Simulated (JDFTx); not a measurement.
**WC: geometry relaxation (part 1 of 2)**

WC (P-6m2, 2 atoms in the cell), computed with Kohn-Sham DFT of a periodic cell, PBE, SG15-PBE-1.2, no spin polarisation (JDFTx 1.7.0 (patched build)).

The structure derives from an entry of the Crystallography Open Database.

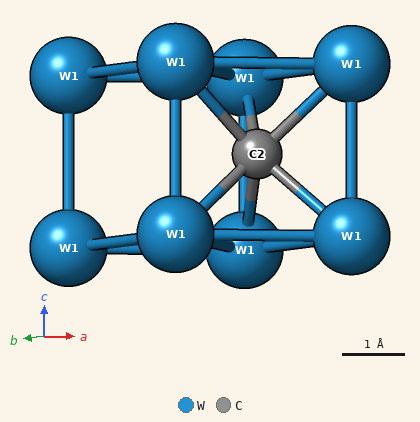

Figure 1. The starting structure (ball-and-stick view of the cell of the calculation, seen at an oblique angle; atoms are numbered from 1 in the order of the input). An atom can appear more than once, as a periodic image. Near neighbours in the periodic cell (some may lie outside the picture): W has 6 C at 2.20 Å and 8 W at 2.84 to 2.91 Å; C has 6 W at 2.20 Å.

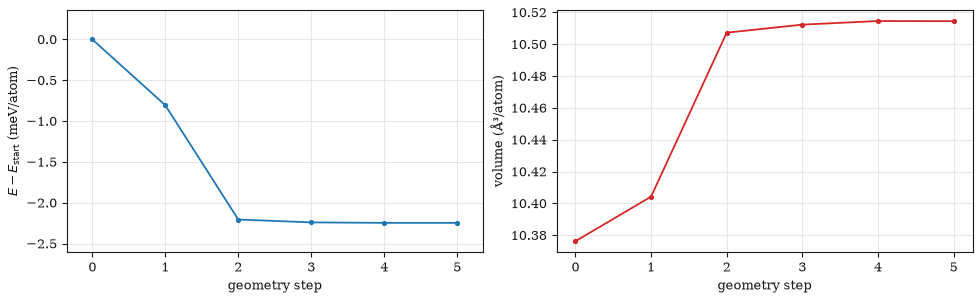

Figure 2. Progress of the relaxation, step by step (steps are counted from 0).

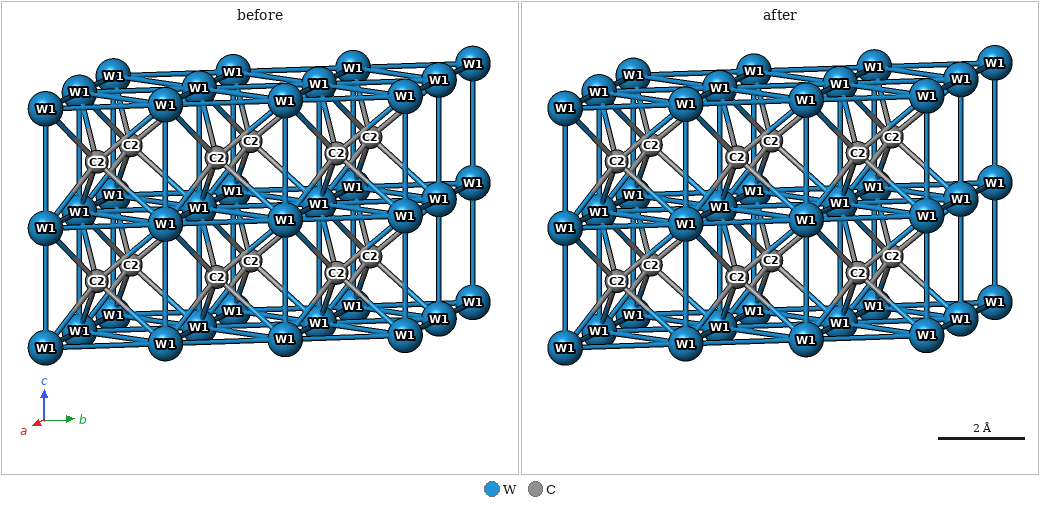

Figure 3. Before (left) and after (right) the relaxation, at one scale (ball-and-stick view of the cell of the calculation, repeated 2 × 3 × 2, seen slightly off an axis). The atoms keep their places relative to the cell (all moves are under 0.005 Å). Cell: a 2.907 → 2.922 Å (+0.5 %), b 2.906 → 2.922 Å (+0.5 %), c 2.837 → 2.844 Å (+0.3 %). Volume +1.3 %. Among the contacts that change: W1–W1 2.906 → 2.922 Å, W1–C2 2.197 → 2.206 Å. The space group stays P-6m2 (No. 187). The energy falls by 2.2 meV per atom in 5 geometry steps. All forces vanish by symmetry, so only the cell relaxes. (Atoms are counted from 1 in the order of the input.)

The input that produced these results follows, with the program's output.

Input:
```
lattice \
    5.4924889812    -2.7462444906     0.0000000000 \
    0.0000000000     4.7566349877     0.0000000000 \
    0.0000000000     0.0000000000     5.3603971251
coords-type Cartesian
ion W      0.0000000000     0.0000000000     0.0000000000 1
ion C      2.7462444909     1.5855449958     2.6801985626 1

ion-species pseudo/W.upf
ion-species pseudo/C.upf
elec-cutoff 50 400
elec-ex-corr gga-PBE
kpoint-folding 8 8 7
elec-smearing Fermi 0.0018374661
elec-n-bands 23
electronic-SCF nIterations 100 energyDiffThreshold 1e-09
electronic-minimize nIterations 30 energyDiffThreshold 1e-7
forces-output-coords Cartesian
lattice-minimize nIterations 40 energyDiffThreshold 1e-6

dump-name run.$VAR
dump End Ecomponents EigStats BandEigs Kpoints Forces Stress
```

Launched with:
```bash
jdftx -c 1 -i WC.in -o WC.out
```

Output:
```
*************** JDFTx 1.7.0 (patched build) ***************

Input parsed successfully to the following command list (including defaults):
[... the input with its defaults ...]

---------- Setting up symmetries ----------

Found 24 point-group symmetries of the bravais lattice
Found 12 space-group symmetries with basis
Applied RMS atom displacement 1.60078e-10 bohrs to make symmetries exact.

---------- Initializing the Grid ----------
R =
[      5.49249     -2.74624            0  ]
[            0      4.75663            0  ]
[            0            0       5.3604  ]
unit cell volume = 140.044
G =
[    1.14396   0.660465         -0  ]
[          0    1.32093          0  ]
[          0         -0    1.17215  ]
Minimum fftbox size, Smin = [  52  52  52  ]
Chosen fftbox size, S = [  54  54  54  ]

---------- Initializing tighter grid for wavefunction operations ----------
R =
[      5.49249     -2.74624            0  ]
[            0      4.75663            0  ]
[            0            0       5.3604  ]
unit cell volume = 140.044
G =
[    1.14396   0.660465         -0  ]
[          0    1.32093          0  ]
[          0         -0    1.17215  ]
Minimum fftbox size, Smin = [  36  36  36  ]
Chosen fftbox size, S = [  36  36  36  ]

---------- Exchange Correlation functional ----------
Initalized PBE GGA exchange.
Initalized PBE GGA correlation.

---------- Setting up pseudopotentials ----------
Width of ionic core gaussian charges (only for fluid interactions / plotting) set to 0

Reading pseudopotential file 'pseudo/W.upf':
  'W' pseudopotential, 'PBE' functional
  Generated using ONCVPSP code by D. R. Hamann
  28 valence electrons, 0 orbitals, 8 projectors, 602 radial grid points, with lMax = 3
  Core radius for overlap checks: 2.72 bohrs.

Reading pseudopotential file 'pseudo/C.upf':
  'C' pseudopotential, 'PBE' functional
  Generated using ONCVPSP code by D. R. Hamann
  4 valence electrons, 0 orbitals, 4 projectors, 602 radial grid points, with lMax = 1
  Core radius for overlap checks: 1.23 bohrs.

Initialized 2 species with 2 total atoms.

Folded 1 k-points by 8x8x7 to 448 k-points.

---------- Setting up k-points, bands, fillings ----------
Adding inversion symmetry to k-mesh for non-inversion-symmetric unit cell.
Reduced to 40 k-points under symmetry.
Computing the number of bands and number of electrons
Calculating initial fillings.
nElectrons:  32.000000   nBands: 23   nStates: 40

----- Setting up reduced wavefunction bases (one per k-point) -----
average nbasis = 2363.891 , ideal nbasis = 2364.912

---------- Setting up ewald sum ----------
Optimum gaussian width for ewald sums = 1.845697 bohr.
Real space sum over 1331 unit cells with max indices [  5  5  5  ]
Reciprocal space sum over 2197 terms with max indices [  6  6  6  ]

---------- Allocating electronic variables ----------
Initializing wave functions:  (No orbitals for LCAO)  bandwidth-limited random numbers

--------- Lattice Minimization ---------

Setting the auxilliary hamiltonian equal to the subspace hamiltonian.

-------- Electronic minimization -----------
Will mix electronic density at each iteration.
	FillingsUpdate:  mu: +2.641954174  nElectrons: 32.000000
	FillingsUpdate:  mu: -0.702260973  nElectrons: 32.000000
SCF: Cycle:  0   F: -253.811307004813784   dF: -5.869e+01   |Residual|: 5.707e+00   |deigs|: 3.606e+00
	FillingsUpdate:  mu: -0.000000000  nElectrons: 32.000000
SCF: Cycle:  1   F: -255.202578917773423   dF: -1.391e+00   |Residual|: 4.687e+00   |deigs|: 1.376e+00
	FillingsUpdate:  mu: +1.833484855  nElectrons: 32.000000
SCF: Cycle:  2   F: -213.118083912799051   dF: +4.208e+01   |Residual|: 6.330e+00   |deigs|: 2.700e+00
	FillingsUpdate:  mu: +1.008326949  nElectrons: 32.000000
SCF: Cycle:  3   F: -277.052718116073663   dF: -6.393e+01   |Residual|: 7.335e-01   |deigs|: 1.085e+00
	FillingsUpdate:  mu: +1.160457513  nElectrons: 32.000000
SCF: Cycle:  4   F: -276.850011762377278   dF: +2.027e-01   |Residual|: 8.239e-01   |deigs|: 3.199e-01
	FillingsUpdate:  mu: +1.158329866  nElectrons: 32.000000
SCF: Cycle:  5   F: -276.864438451344483   dF: -1.443e-02   |Residual|: 8.206e-01   |deigs|: 6.095e-03
	FillingsUpdate:  mu: +1.146442598  nElectrons: 32.000000
SCF: Cycle:  6   F: -277.649179574241487   dF: -7.847e-01   |Residual|: 2.173e-01   |deigs|: 7.942e-02
	FillingsUpdate:  mu: +1.121803196  nElectrons: 32.000000
SCF: Cycle:  7   F: -277.617061233980678   dF: +3.212e-02   |Residual|: 2.725e-01   |deigs|: 7.288e-02
	FillingsUpdate:  mu: +1.146479369  nElectrons: 32.000000
SCF: Cycle:  8   F: -277.667532321557019   dF: -5.047e-02   |Residual|: 1.427e-01   |deigs|: 7.212e-02
	FillingsUpdate:  mu: +1.118826652  nElectrons: 32.000000
SCF: Cycle:  9   F: -277.695833185924641   dF: -2.830e-02   |Residual|: 6.171e-02   |deigs|: 5.019e-02
	FillingsUpdate:  mu: +1.119851334  nElectrons: 32.000000
SCF: Cycle: 10   F: -277.695885083726864   dF: -5.190e-05   |Residual|: 5.183e-02   |deigs|: 1.903e-03
	FillingsUpdate:  mu: +1.123525517  nElectrons: 32.000000
SCF: Cycle: 11   F: -277.695871278684194   dF: +1.381e-05   |Residual|: 1.001e-02   |deigs|: 5.847e-03
	FillingsUpdate:  mu: +1.122715003  nElectrons: 32.000000
SCF: Cycle: 12   F: -277.696040733711698   dF: -1.695e-04   |Residual|: 2.578e-03   |deigs|: 2.482e-03
	FillingsUpdate:  mu: +1.122696509  nElectrons: 32.000000
SCF: Cycle: 13   F: -277.696047675128170   dF: -6.941e-06   |Residual|: 4.994e-04   |deigs|: 3.536e-04
	FillingsUpdate:  mu: +1.122681376  nElectrons: 32.000000
SCF: Cycle: 14   F: -277.696047779936805   dF: -1.048e-07   |Residual|: 4.495e-04   |deigs|: 8.075e-05
	FillingsUpdate:  mu: +1.122713332  nElectrons: 32.000000
SCF: Cycle: 15   F: -277.696047901239524   dF: -1.213e-07   |Residual|: 2.068e-04   |deigs|: 8.335e-05
	FillingsUpdate:  mu: +1.122707353  nElectrons: 32.000000
SCF: Cycle: 16   F: -277.696047891779983   dF: +9.460e-09   |Residual|: 2.072e-04   |deigs|: 1.145e-05
	FillingsUpdate:  mu: +1.122728455  nElectrons: 32.000000
SCF: Cycle: 17   F: -277.696047924333072   dF: -3.255e-08   |Residual|: 5.129e-05   |deigs|: 6.093e-05
	FillingsUpdate:  mu: +1.122725610  nElectrons: 32.000000
SCF: Cycle: 18   F: -277.696047926173264   dF: -1.840e-09   |Residual|: 1.015e-05   |deigs|: 1.080e-05
	FillingsUpdate:  mu: +1.122725458  nElectrons: 32.000000
SCF: Cycle: 19   F: -277.696047926225901   dF: -5.264e-11   |Residual|: 1.191e-05   |deigs|: 1.036e-06
	FillingsUpdate:  mu: +1.122725633  nElectrons: 32.000000
SCF: Cycle: 20   F: -277.696047926292522   dF: -6.662e-11   |Residual|: 1.616e-06   |deigs|: 1.599e-06
SCF: Converged (|Delta E|<1.000000e-09 for 2 iters).

Setting wave functions to eigenvectors of Hamiltonian
# Lattice vectors:
R =
[      5.49249     -2.74624            0  ]
[            0      4.75663            0  ]
[            0            0       5.3604  ]
unit cell volume = 140.044

# Strain tensor in Cartesian coordinates:
[            0            0            0  ]
[            0            0            0  ]
[            0            0            0  ]

# Stress tensor in Cartesian coordinates [Eh/a0^3]:
[ -0.000187121            0            0  ]
[            0 -0.000187121            0  ]
[            0            0 -0.000144459  ]

# Ionic positions in cartesian coordinates:
ion W   0.000000000150000  -0.000000000050000   0.000000000025000 1
ion C   2.746244490750000   1.585544995850000   2.680198562575000 1

# Forces in Cartesian coordinates:
force W   0.000000000000000  -0.000000000000000   0.000000000000000 1
force C  -0.000000000000000  -0.000000000000000   0.000000000000000 1

# Energy components:
   Eewald =     -235.5012115800400636
       EH =       54.7411369466385835
     Eloc =     -131.3698417026359380
      Enl =      -47.9769508417899360
      Exc =      -23.0622482897992178
       KE =      105.4731321107414459
-------------------------------------
     Etot =     -277.6959833568851082
       TS =        0.0000645694074307
-------------------------------------
        F =     -277.6960479262925219

LatticeMinimize: Iter:   0  F: -277.696047926292522  |grad|_K:  8.131e-03

-------- Electronic minimization -----------
Will mix electronic density at each iteration.
	FillingsUpdate:  mu: +1.122725633  nElectrons: 32.000000
	FillingsUpdate:  mu: +1.118300926  nElectrons: 32.000000
SCF: Cycle:  0   F: -277.695673868085692   dF: +1.640e-05   |Residual|: 2.240e-02   |deigs|: 2.053e-05
	FillingsUpdate:  mu: +1.119142020  nElectrons: 32.000000
SCF: Cycle:  1   F: -277.696063866188524   dF: -3.900e-04   |Residual|: 7.131e-03   |deigs|: 4.572e-03
	FillingsUpdate:  mu: +1.119320328  nElectrons: 32.000000
SCF: Cycle:  2   F: -277.696103245018207   dF: -3.938e-05   |Residual|: 1.986e-03   |deigs|: 4.075e-04
	FillingsUpdate:  mu: +1.119388372  nElectrons: 32.000000
SCF: Cycle:  3   F: -277.696107098508264   dF: -3.853e-06   |Residual|: 2.313e-04   |deigs|: 3.772e-04
	FillingsUpdate:  mu: +1.119364594  nElectrons: 32.000000
SCF: Cycle:  4   F: -277.696107187758230   dF: -8.925e-08   |Residual|: 7.247e-05   |deigs|: 5.428e-05
	FillingsUpdate:  mu: +1.119360368  nElectrons: 32.000000
SCF: Cycle:  5   F: -277.696107197925301   dF: -1.017e-08   |Residual|: 2.632e-05   |deigs|: 4.605e-06
	FillingsUpdate:  mu: +1.119361613  nElectrons: 32.000000
SCF: Cycle:  6   F: -277.696107199083087   dF: -1.158e-09   |Residual|: 1.266e-05   |deigs|: 1.228e-06
	FillingsUpdate:  mu: +1.119360976  nElectrons: 32.000000
SCF: Cycle:  7   F: -277.696107199492701   dF: -4.096e-10   |Residual|: 3.521e-06   |deigs|: 7.269e-07
	FillingsUpdate:  mu: +1.119360744  nElectrons: 32.000000
SCF: Cycle:  8   F: -277.696107199551989   dF: -5.929e-11   |Residual|: 1.179e-06   |deigs|: 5.081e-07
SCF: Converged (|Delta E|<1.000000e-09 for 2 iters).

Setting wave functions to eigenvectors of Hamiltonian
# Lattice vectors:
R =
[      5.49783     -2.74891            0  ]
[            0      4.76126            0  ]
[            0            0      5.36442  ]
unit cell volume = 140.422

# Strain tensor in Cartesian coordinates:
[  0.000971727            0            0  ]
[            0  0.000971727            0  ]
[            0            0   0.00075018  ]

# Stress tensor in Cartesian coordinates [Eh/a0^3]:
[ -0.000150761            0            0  ]
[            0 -0.000150761            0  ]
[            0            0 -0.000108043  ]

# Ionic positions in cartesian coordinates:
ion W   0.000000000150146  -0.000000000050049   0.000000000025019 1
ion C   2.748913091062029   1.587085712958352   2.682209193639676 1

# Forces in Cartesian coordinates:
force W  -0.000000000000000  -0.000000000000000   0.000000000000000 1
force C   0.000000000000000  -0.000000000000000   0.000000000000000 1

# Energy components:
   Eewald =     -235.2902344826436547
       EH =       54.8457744526628019
     Eloc =     -131.6792046311975639
      Enl =      -47.9782804101196376
      Exc =      -23.0589196476381382
       KE =      105.4648230679871546
-------------------------------------
     Etot =     -277.6960416509490415
       TS =        0.0000655486029397
-------------------------------------
        F =     -277.6961071995519887

LatticeMinimize: Iter:   1  F: -277.696107199551989  |grad|_K:  6.463e-03  alpha:  1.000e+00  linmin: -9.995e-01
```
